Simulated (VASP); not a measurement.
The VASP input:

INCAR:
```
ENCUT = 520.000000
SIGMA = 0.020000
EDIFF = 1.00e-07
GGA = PE
PREC = Accurate
IBRION = -1
ISIF = 2
ISMEAR = -1
NBANDS = 14
NELM = 120
NSW = 0
LASPH = .TRUE.
LCHARG = .TRUE.
LELF = .TRUE.
LWAVE = .FALSE.
LREAL = .FALSE.
```

KPOINTS:
```
KPOINTS created by Atomic Simulation Environment
0
Gamma
6 6 6
0 0 0
```

POSCAR:
```
Na I
 1.0000000000000000
     0.1138545593000000    3.6570462404000001    3.6570462404000001
     3.6570462404000001    0.1138545593000000    3.6570462404000001
     3.6570462404000001    3.6570462404000001    0.1138545593000000
 Na  I
   1   1
Cartesian
  0.0235405917967054  0.0235405917967054  0.0235405917967054
  1.8334461682282941  1.8334461682282941  1.8334461682282941
```

Run as:
```bash
mpirun -np 1 vasp_std
```

System: NaI, space group R3m (No. 160), 2 atoms in the cell, zincblende type, shear (111) strain +4.8%.

Computed with VASP 6.6.1: DFT, PBE, plane waves, PAW, 6×6×6 k mesh, Fermi-Dirac smearing of 0.02 eV.

What will the density of states look like?

There is a gap; over the k points computed it is 3.69 eV (direct among those points). The upper group of valence states starts about 1.2 eV under the valence-band top (which lies at −1.8 eV on this axis), with a gap beneath it; it holds about 6 electrons a cell. Within the window shown, the tallest peak of the filled states lies 0.3 eV under the valence-band top, at about 7.9 states per eV and cell.

Spin-orbit coupling is left out, which matters for I.

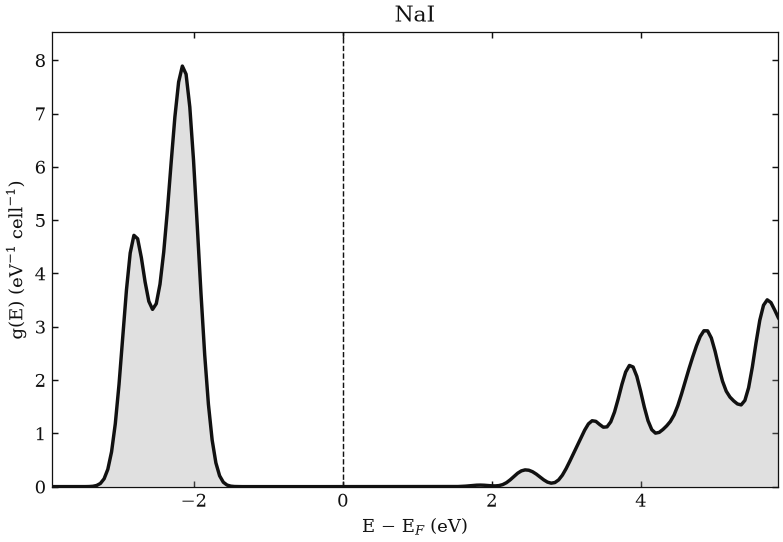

Density of states. Energies are counted from the Fermi level, put mid-gap where there is a gap. The curve is built from the levels of the k mesh with Gaussians 0.3 eV wide, which also blur the band edges.
